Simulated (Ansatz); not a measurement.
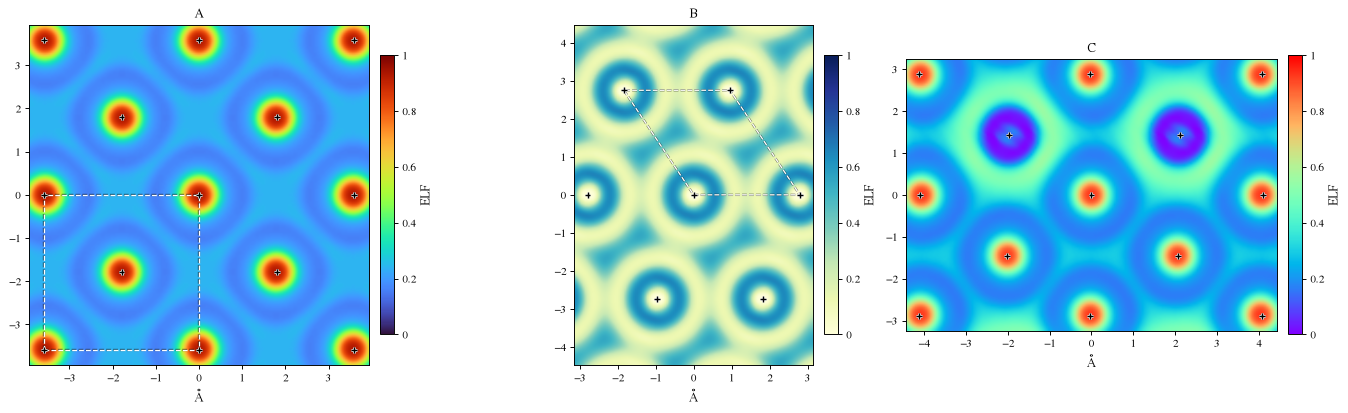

The electron localisation function of 3 systems, each on a plane through atoms (crosses mark nuclei in the plane).

Method: Ansatz, Kohn-Sham DFT of a periodic cell, PBEsol, Ansatz PAW.

System 1: Cu, the (100) plane of the conventional cell. Space group Fm-3m; computed pressure about −4 GPa in this cell.

```cif
data_structure
_symmetry_space_group_name_H-M 'P 1'
_symmetry_Int_Tables_number 1
_cell_length_a 3.5907
_cell_length_b 3.5907
_cell_length_c 3.5907
_cell_angle_alpha 90.000
_cell_angle_beta 90.000
_cell_angle_gamma 90.000
_cell_volume 46.30
loop_
_atom_site_label
_atom_site_type_symbol
_atom_site_fract_x
_atom_site_fract_y
_atom_site_fract_z
_atom_site_occupancy
Cu1 Cu 0.00000 0.00000 0.00000 1
Cu2 Cu 0.50000 0.50000 0.00000 1
Cu3 Cu 0.50000 0.00000 0.50000 1
Cu4 Cu 0.00000 0.50000 0.50000 1
```

System 2: AlCu₃, the (011̄) plane of the conventional cell. Space group P1; a structure from a database of computed crystals, not necessarily the ambient phase; changed on purpose from its base cell (atoms moved at random by about 0.05 A); not relaxed (largest force 0.7 eV/Å).

```
CELL_PARAMETERS angstrom
-2.88801 0.00000 -2.88801
-2.88801 2.88801 0.00000
0.00000 2.88801 -2.88801
ATOMIC_POSITIONS crystal
Cu 0.74320 0.75721 0.74816
Cu 0.23606 0.25563 0.25137
Cu 0.50142 0.48943 0.51088
Al 0.01518 0.99419 0.00658
```

System 3: Ti, the (011̄) plane of the conventional cell. Space group P-1; changed on purpose from its base cell (cell strained at random at fixed volume); computed pressure about −7 GPa in this cell.

**Which map belongs to which system?**

Panel A is system 1, Cu: the plane holds Cu. Cu–Cu (2.54 Å): the ELF is about 0.20 at the midpoint (no shared electron pair shows on this line). Panel B is system 3, Ti: the plane holds Ti. Ti–Ti (2.79 Å): the ELF is about 0.20 at the midpoint; no localised pair shows between them. Panel C is system 2, AlCu₃: the plane holds Cu and Al. Al–Cu (2.43 Å): the ELF is about 0.40 at the midpoint.
